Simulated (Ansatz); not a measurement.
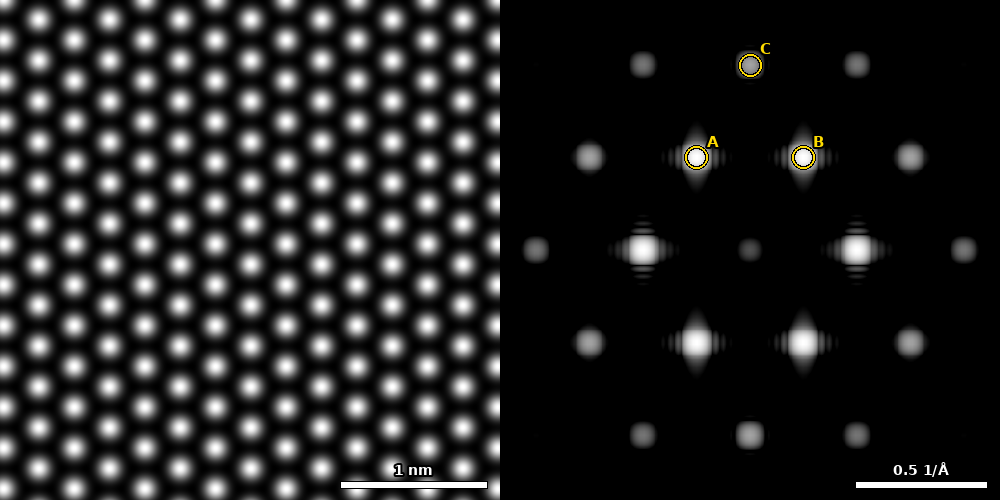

Z-contrast image of Nb (P6/mmm, No. 191) along [001]. Simulation: incoherent imaging, intensity Z^1.8 per atom, probe width 1.30 Å, thin sample. The probe carries 25 % of its weight in a tail 2.5 times as wide. Atomic positions: the geometry given to an electronic-structure calculation, possibly off equilibrium; the starting structure was generated, so it need not be a known form of this composition.

The right panel is the modulus of the image's Fourier transform on a logarithmic scale.

a = 4.883 Å, b = 4.883 Å, c = 2.688 Å, α = 90.00°, β = 90.00°, γ = 120.00°

**Index the marked spots and give their plane spacings (the zone axis points at the viewer; indices equivalent by symmetry, or all signs reversed, are as good).**

A: (-2 1 0), d = 2.44 Å; B: (-1 2 0), d = 2.44 Å; C: (-3 3 0), d = 1.41 Å. A and B enclose 60°, and every spot obeys the zone law hu + kv + lw = 0 for [001].
